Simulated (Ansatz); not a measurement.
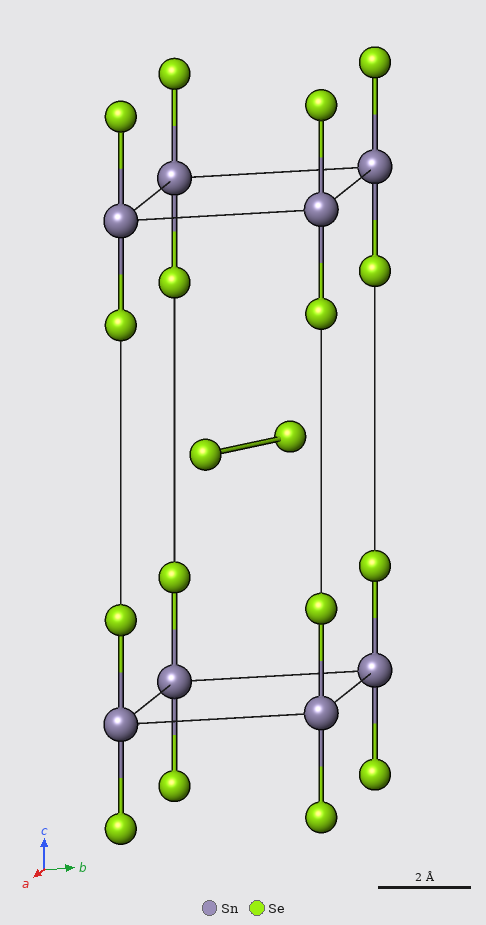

We look at a ball-and-stick model of the crystal slightly off an axis. The conventional unit cell is drawn as a box. Finite groups of bonded atoms are drawn whole. Cell: a = 4.53 Å, b = 4.53 Å, c = 11.25 Å, α = 90.00°, β = 90.00°, γ = 120.00°.

It goes back to a random cell made by a generator, so it need not be a real form of the compound. Earlier steps of the study, as a rule a relaxation of our own, may have changed the cell and positions, so they can lie some per cent off the listed ones. It was run through Ansatz as a DFT input.

Q: Caption:

A: Formula: SnSe$_{4}$. It is primitive hexagonal, space group P6/mmm (No. 191). The cell has 5 atoms, namely 1 Sn, 4 Se. The coordination shell of Sn holds two Se in a linear arrangement at about 2.3 Å. Se takes two kinds of site: 2d with three Se in a trigonal planar arrangement at about 2.6 Å; 2e with one Sn at about 2.3 Å.

Method: DFT PBE, scalar-relativistic, plane waves, PAW (Ansatz); a cutoff energy of 420 eV, k-point mesh 12×12×4, Gaussian smearing of 0.1 eV, no spin polarisation.

Q: What is the band gap, if any?

A: A metal: bands cross the Fermi level.

Q: What does a Bader analysis give?

A: Sn +0.79 e; Se -0.40 to +0.01 e.

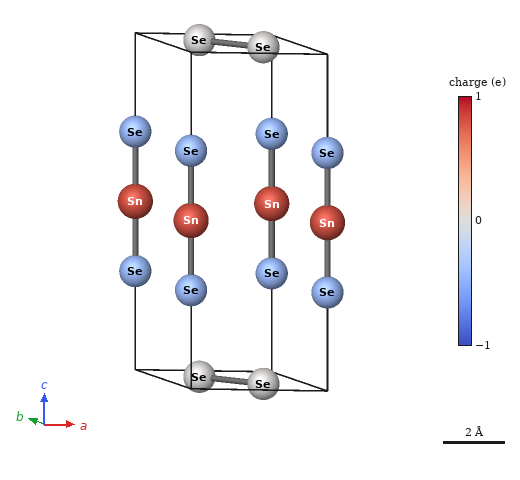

The atoms coloured by those charges. The run's cell of 5 atoms is drawn, so axes and origin can differ from the first picture.

Q: Are forces and stress small enough to call this relaxed?

A: Yes. All forces vanish to within 0.01 eV/Å. The pressure is 0.0 GPa, close to zero.
